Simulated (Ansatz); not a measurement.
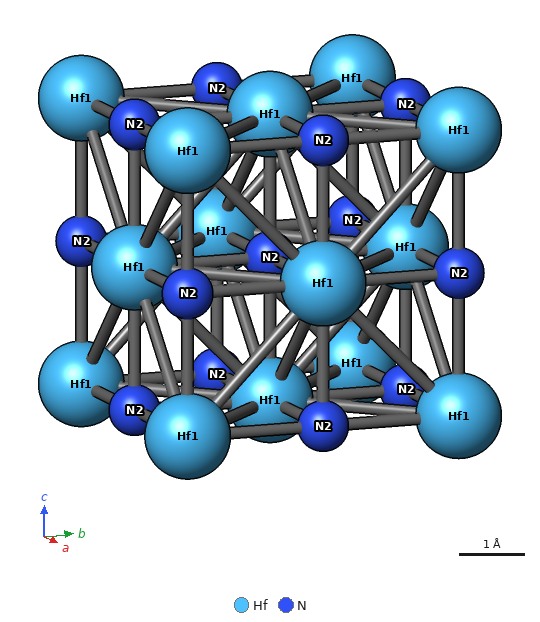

**Figure 1.** The structure as given in the input (ball-and-stick view of the cell 4 times as large as that of the calculation, set on its symmetry axes, seen slightly off an axis; atoms are numbered from 1 in the order of the input). Near neighbours in the crystal (not all of them lie inside the picture): Hf has 12 Hf at 3.19 Å and 6 N at 2.26 Å; N has 6 Hf at 2.26 Å.

## HfN: a changed input and its effect

System: HfN (Fm-3m, 2 atoms in the cell).
Method of run 1: Kohn-Sham DFT of a periodic cell, PBEsol, all-electron LAPW, scalar-relativistic, no spin polarisation (Ansatz 0.2.0).

The structure derives from an entry of the Crystallography Open Database. Text and figures count atoms from 1; the logs count them from 0 in places.

## Input file, run 1
```yaml
crystal:
  lattice:
    - [0.0, 2.256, 2.256]
    - [2.256, 0.0, 2.256]
    - [2.256, 2.256, 0.0]
  atoms:
    - { symbol: Hf, position: [0.0, 0.0, 0.0] }
    - { symbol: "N", position: [0.5, 0.5, 0.5] }
kpoints:
  mp_grid: { grid: [10, 10, 10] }
scf:
  occupations: { method: fermi_dirac, width: 0.05 }
hamiltonian:
  xc: pbesol
  pseudopotentials: { kind: all_electron, lapw: { basis_error: 0.001 } }
output:
  forces: true
  stress: true
relax:
  f_tol: 0.005
  max_steps: 60
  cell: {}
```

Launched with:
```bash
ansatz run input.yaml --threads 1 --pin off --max-ram 3072MiB --backend cpu --events-out ev --progress --plain --runs-dir out
```

Hardware: 1 thread of Intel Xeon (Granite Rapids), 16 GiB of memory available, shared host.

## Output, shortened to warnings, some set-up lines, iterations and results (run 1)
```
Basis set: ecut = 367.6711583364951 eV, 339 PW (Γ), exchange–correlation at level 2
Symmetry: 48 space group operations
k-points: 47 of 1000
Initial density: superposition of atomic densities (chi_scale 0.1, normalization cell, long waves kept (reshape's long-wave potential 0.00 eV rms))
[...]
SCF iter   1: F=—  HF=-411617.110473 eV  |F-HF|=—  |Δ(HF+E_count)|=         —  Δρ=1.24e-1  dr2=4.59e0  ethr=9.36e-3  ⟨swp⟩=2.0  Hψ=8780  notcnv=0
SCF iter   2: F=—  HF=-411616.260592 eV  |F-HF|=—  |Δ(HF+E_count)|=   8.50e-1  Δρ=7.84e-2  dr2=1.55e0  ethr=9.36e-3  ⟨swp⟩=3.0  Hψ=4223  notcnv=0
SCF iter   3: F=—  HF=-411615.302049 eV  |F-HF|=—  |Δ(HF+E_count)|=   9.59e-1  Δρ=1.45e-2  dr2=5.65e-2  ethr=1.15e-4  ⟨swp⟩=2.0  Hψ=7320  notcnv=0
SCF iter   4: F=—  HF=-411615.295851 eV  |F-HF|=—  |Δ(HF+E_count)|=         —  Δρ=1.51e-3  dr2=4.40e-4  ethr=1.15e-4  ⟨swp⟩=2.0  Hψ=4403  notcnv=0
SCF iter   5: F=—  HF=-411615.287184 eV  |F-HF|=—  |Δ(HF+E_count)|=   8.67e-3  Δρ=2.96e-3  dr2=2.75e-3  ethr=8.98e-7  ⟨swp⟩=3.0  Hψ=4630  notcnv=0
[... 19 lines ...]
relax step   3: F+E_penalty+E_count = -411615.28693292 eV  Δ(F+E_penalty+E_count) = -2.317e-4 eV  max|allowed force component| = 6.327e-31 eV/Å  Δτ_max = 0.0000 Å  P = -0.010 …
SCF iter   1: F=—  HF=-411615.286932 eV  |F-HF|=—  |Δ(HF+E_count)|=         —  Δρ=1.07e-5  dr2=2.63e-8  ethr=5.38e-11  ⟨swp⟩=3.1  Hψ=6761  notcnv=0
SCF iter   2: F=-411615.286933 eV  HF=-411615.286933 eV  |F-HF|=9.95e-9  |Δ(HF+E_count)|=   5.55e-7  Δρ=8.22e-6  dr2=1.68e-8  ethr=5.36e-11  ⟨swp⟩=2.0  Hψ=4199  notcnv=0
SCF 4 converged in 2 iterations: F = -411615.286933 eV  dr2 = 1.68e-8
relax step   4: F+E_penalty+E_count = -411615.28693287 eV  Δ(F+E_penalty+E_count) = +5.064e-8 eV  max|allowed force component| = 8.217e-31 eV/Å  Δτ_max = 0.0000 Å  P = -0.011 …
basis re-selected at this cell: Δ(F+E_penalty+E_count) = +5.064e-8 eV, ΔP = -0.000 GPa vs the last step (what re-selecting the basis moved, after the strain that the cell walked since its last selection, with what the two solves' SCF thresholds leave and, on support functions, any second-order …
SCF converged after 2 iterations
Free energy (F): -411615.286933 eV
Harris-Foulkes:  -411615.286933 eV  (|F-HF|=9.95e-9)
Internal energy: -411615.280663 eV  (E = F + TS)
E sigma→0 (E₀):  -411615.283798 eV
Entropy (-TS):   -0.006270 eV (-3.135 meV/atom)
Fermi energy:    24.357647 eV
--- Per-component energies (eV) ---
  E_band       = -4376.646633
  E_kinetic    = 457785.329850
  E_xc         = -8475.450406
  E_electrostatic = -860925.160107  (all electrons and nuclei)
  E_smearing   = -0.006270  (= −TS)
  E_closure    = 0.000000  (closes the sum)
  E_atoms      = -411595.030029  (free atoms, spherical and without spin; not in F)
  Σ components = -411615.286933   (vs F -411615.286933, Δ=0.00e0)
  Basis errors (estimates in eV, not in F): energy 3.4e-4 per atom: plane waves 3.2e-4 (1.8e-4 summed), levels above the bands 2.5e-21, relativity 3.8e-8, radial functions 2.1e-5, core shells 1.2e-6; eigenvalues (radial functions only) 3.4e-6; not estimated: angular momenta, meshes, grids; target …
--- Forces (eV/Å), atoms counted from 1 ---
  atom   1  Hf     0.00000000     0.00000000    -0.00000000
  atom   2  N      0.00000000     0.00000000     0.00000000
  max |Σ_I F_I| component: 1.68e-30 eV/Å
--- Stress (GPa, compression-positive) ---
       -0.010771      -0.000000      -0.000000
       -0.000000      -0.010771      -0.000000
       -0.000000      -0.000000      -0.010771
  P = ⅓ Tr σ = -0.0108 GPa (-0.108 kbar)
--- Relaxed structure (3 steps of the walk, 3 accepted, 1 SCFs on fresh bases) ---
  F+E_penalty+E_count = -411615.28693287 eV   max|allowed force component| = 8.217e-31 eV/Å   (the final SCF, on the basis selected at the relaxed cell)
  cell:  # Å, volume = 22.8118 Å³
    - [6.496599341941878e-34, 2.2510062429645687, 2.2510062429645687]
    - [2.2510062429645687, 7.0061365452314365e-34, 2.2510062429645687]
    - [2.2510062429645687, 2.2510062429645687, 1.5286116098686772e-34]
  atoms:
    - { symbol: Hf, position: [-7.225260785186363e-37, 7.78105007635605e-37, 9.448417949864358e-37] }
[...]
```

For run 2 the input was changed thus:
```diff
-  xc: pbesol
+  xc: rpbe
+  dispersion: d4
-  f_tol: 0.005
+  f_tol: 0.01
```

Predict how the results change.

The total energies belong to different models, so their difference says nothing on which is more stable or more accurate. The volume per atom goes from 11.41 to 11.53 Å³. The functional changes from PBEsol to RPBE. The SCF takes 19 iterations over all geometry steps against 21.

## Output, shortened to warnings, some set-up lines, iterations and results (run 2)
```
Basis set: ecut = 367.78160963400234 eV, 339 PW (Γ), exchange–correlation at level 2
Symmetry: 48 space group operations
k-points: 47 of 1000
Initial density: superposition of atomic densities (chi_scale 0.1, normalization cell, long waves kept (reshape's long-wave potential 0.00 eV rms))
[...]
SCF iter   1: F=—  HF=-411760.492471 eV  |F-HF|=—  |Δ(HF+E_count)|=         —  Δρ=1.29e-1  dr2=4.94e0  ethr=1.01e-2  ⟨swp⟩=2.0  Hψ=8770  notcnv=0
SCF iter   2: F=—  HF=-411759.527146 eV  |F-HF|=—  |Δ(HF+E_count)|=   9.65e-1  Δρ=7.88e-2  dr2=1.56e0  ethr=1.01e-2  ⟨swp⟩=3.0  Hψ=4220  notcnv=0
SCF iter   3: F=—  HF=-411758.553559 eV  |F-HF|=—  |Δ(HF+E_count)|=   9.74e-1  Δρ=1.51e-2  dr2=6.20e-2  ethr=1.26e-4  ⟨swp⟩=2.0  Hψ=7299  notcnv=0
SCF iter   4: F=—  HF=-411758.554970 eV  |F-HF|=—  |Δ(HF+E_count)|=         —  Δρ=1.70e-3  dr2=4.21e-4  ethr=1.26e-4  ⟨swp⟩=2.0  Hψ=4386  notcnv=0
SCF iter   5: F=—  HF=-411758.546490 eV  |F-HF|=—  |Δ(HF+E_count)|=   8.48e-3  Δρ=3.23e-3  dr2=3.27e-3  ethr=8.59e-7  ⟨swp⟩=3.0  Hψ=4674  notcnv=0
[... 17 lines ...]
relax step   3: F+E_penalty+E_count = -411758.54546410 eV  Δ(F+E_penalty+E_count) = -4.906e-5 eV  max|allowed force component| = 8.053e-31 eV/Å  Δτ_max = 0.0000 Å  P = -0.004 …
SCF iter   1: F=—  HF=-411758.545463 eV  |F-HF|=—  |Δ(HF+E_count)|=         —  Δρ=1.69e-5  dr2=5.89e-8  ethr=1.20e-10  ⟨swp⟩=3.0  Hψ=6942  notcnv=0
SCF iter   2: F=-411758.545464 eV  HF=-411758.545464 eV  |F-HF|=3.52e-8  |Δ(HF+E_count)|=   1.60e-6  Δρ=1.31e-5  dr2=4.49e-8  ethr=1.20e-10  ⟨swp⟩=3.0  Hψ=4454  notcnv=0
SCF 4 converged in 2 iterations: F = -411758.545464 eV  dr2 = 4.49e-8
relax step   4: F+E_penalty+E_count = -411758.54546427 eV  Δ(F+E_penalty+E_count) = -1.646e-7 eV  max|allowed force component| = 1.906e-30 eV/Å  Δτ_max = 0.0000 Å  P = -0.002 …
basis re-selected at this cell: Δ(F+E_penalty+E_count) = -1.646e-7 eV, ΔP = +0.002 GPa vs the last step (what re-selecting the basis moved, after the strain that the cell walked since its last selection, with what the two solves' SCF thresholds leave and, on support functions, any second-order …
SCF converged after 2 iterations
Free energy (F): -411758.545464 eV
Harris-Foulkes:  -411758.545464 eV  (|F-HF|=3.52e-8)
Internal energy: -411758.539006 eV  (E = F + TS)
E sigma→0 (E₀):  -411758.542235 eV
Entropy (-TS):   -0.006458 eV (-3.229 meV/atom)
Fermi energy:    24.428196 eV
--- Per-component energies (eV) ---
  E_band       = -4389.165207
  E_kinetic    = 457993.767796
  E_xc         = -8619.576765
  E_electrostatic = -861131.644808  (all electrons and nuclei)
  E_disp       = -1.085229  (pairwise vdW)
  E_smearing   = -0.006458  (= −TS)
  E_closure    = 0.000000  (closes the sum)
  E_atoms      = -411739.420992  (free atoms, spherical and without spin; not in F)
  Σ components = -411758.545464   (vs F -411758.545464, Δ=0.00e0)
  Basis errors (estimates in eV, not in F): energy 3.5e-4 per atom: plane waves 3.1e-4 (1.8e-4 summed), levels above the bands 2.5e-21, relativity 6.7e-8, radial functions 4.0e-5, core shells 1.0e-6; eigenvalues (radial functions only) 3.3e-6; not estimated: angular momenta, meshes, grids; target …
--- Forces (eV/Å), atoms counted from 1 ---
  atom   1  Hf    -0.00000000    -0.00000000     0.00000000
  atom   2  N      0.00000000    -0.00000000    -0.00000000
  max |Σ_I F_I| component: 2.50e-30 eV/Å
--- Stress (GPa, compression-positive) ---
       -0.002038      -0.000000      -0.000000
       -0.000000      -0.002038      -0.000000
       -0.000000      -0.000000      -0.002038
  P = ⅓ Tr σ = -0.0020 GPa (-0.020 kbar)
--- Relaxed structure (3 steps of the walk, 3 accepted, 1 SCFs on fresh bases) ---
  F+E_penalty+E_count = -411758.54546427 eV   max|allowed force component| = 1.906e-30 eV/Å   (the final SCF, on the basis selected at the relaxed cell)
  cell:  # Å, volume = 23.0533 Å³
    - [9.681206862501621e-34, 2.258920652049198, 2.258920652049198]
    - [2.258920652049198, -4.0762976263164716e-34, 2.258920652049198]
    - [2.258920652049198, 2.258920652049198, -6.623983642764267e-34]
  atoms:
[...]
```

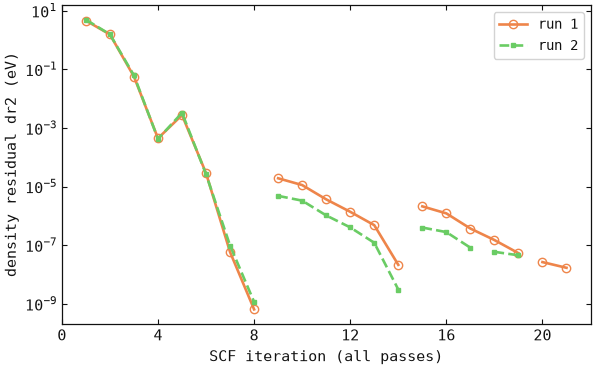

**Figure 2.** Convergence of the two runs: density residual dr2 against the SCF iteration. A break in a curve parts two SCF passes. Run 1 takes 21 iterations in all, and run 2 takes 19.

## The two runs side by side

| quantity | run 1 | run 2 |
| --- | --- | --- |
| outcome | converged | converged |
| free energy per atom (eV) | −205807.6435 | −205879.2727 |
| energy per atom, smearing taken to zero (eV) | −205807.6419 | −205879.2711 |
| pressure (GPa) | −0.01 | 0.00 |
| volume per atom (Å³) | 11.41 | 11.53 |
| largest force (eV/Å) | 0.000 | 0.000 |
| SCF iterations | 21 | 19 |
| irreducible k-points | 47 | 47 |
| wall time (shared host) | 21 s | 21 s |

For both runs: Spin–orbit coupling is left out, which matters for Hf. The cell holds an odd number of electrons but the run has no spin polarisation, so it comes out as a metal.
